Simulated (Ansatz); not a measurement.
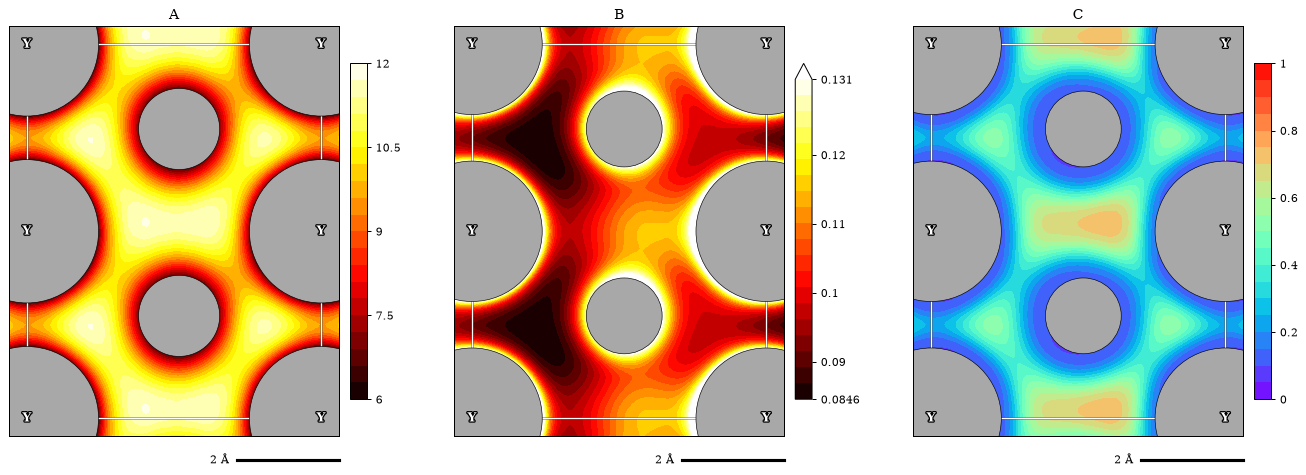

Y: 3 fields on the (110) plane of the conventional cell, with unlabelled colour scales. Grey discs cover the atomic cores.

Space group C2/m; changed on purpose from its base cell (atom 1 (Y) moved by (-0.200, -0.100) A along y and z); not relaxed (largest force 0.4 eV/Å).

Computed with DFT PBE, scalar-relativistic, plane waves, PAW in Ansatz.

The panels show electron localisation function, electrostatic potential energy of an electron and valence pseudo-density in some order. Assign them.

Answer. Panel A: electrostatic potential energy of an electron (low next to the atoms, rising into the space between them). Panel B: valence pseudo-density. Panel C: electron localisation function. From the grid: Y–Y (3.65 Å): the density is about 0.09 e/Å³ at the midpoint; the ELF is about 0.25 at the midpoint; no shared electron pair shows on this line.
